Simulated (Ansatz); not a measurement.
System: H2 on a slab of content ZnS.

The given structure:
```yaml
crystal:
  lattice:
    - [3.78760, 0.00000, 0.00000]
    - [-1.89380, 3.28020, 0.00000]
    - [0.00000, 0.00000, 23.95830]
  atoms:
    - { symbol: S, position: [0.00000, 0.00000, 0.35478] }
    - { symbol: Zn, position: [0.33333, 0.66667, 0.38705] }
    - { symbol: S, position: [0.33333, 0.66667, 0.48386] }
    - { symbol: Zn, position: [0.66667, 0.33333, 0.50906] }
    - { symbol: S, position: [0.66667, 0.33333, 0.62028] }
    - { symbol: Zn, position: [0.00000, 0.00000, 0.60197] }
```

Method: adsorption at several starting sites on a slab cut from the named crystal, one adsorbate a surface cell, the lower planes held, the adsorption energy counts from the clean slab and the free, spin-polarised adsorbate, negative where bound, plane waves with PAW datasets, Γ-centred k mesh (Ansatz 0.2.0). Level: PBEsol, no spin polarisation.

- crystal formula: ZnS
- crystal space group number: 216
- Miller index h: 1
- Miller index k: 1
- Miller index l: 1
- top plane: Zn
- bottom plane: S
- planes: 6
- surface cell: (1, 1)
- slab thickness as cut: 6.96 Å
- vacuum: 17 Å
- surface area: 12.42 Å²
- wave cutoff: 420 eV
- k mesh: 9×9×1
- occupations: Gaussian
- smearing width: 0.05 eV
- boundary: dipole corrected
- adsorbate: H2

Sites are named by a rule of distances and placed in fractions of the cell vectors a and b; the slab's top layers relax too; key: 1 = top site at (0.67, 0.33); 2 = hollow site at (0.33, 0.67); 3 = bridge site at (0.83, 0.67).

Predict the adsorption energy of each starting site.

Among these starts the lowest are no. 2 and no. 3, which are equal within what the calculation resolves; no. 1 is 0.001 eV higher.

```
starting site  adsorption energy (eV)
        no. 1                  -0.016
        no. 2                  -0.017
        no. 3                  -0.017
```

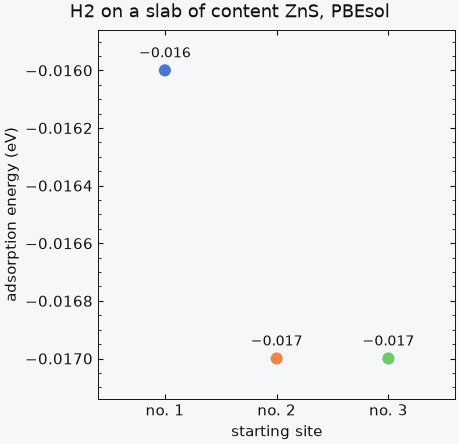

Keep in mind: xc potential rough in thin density.
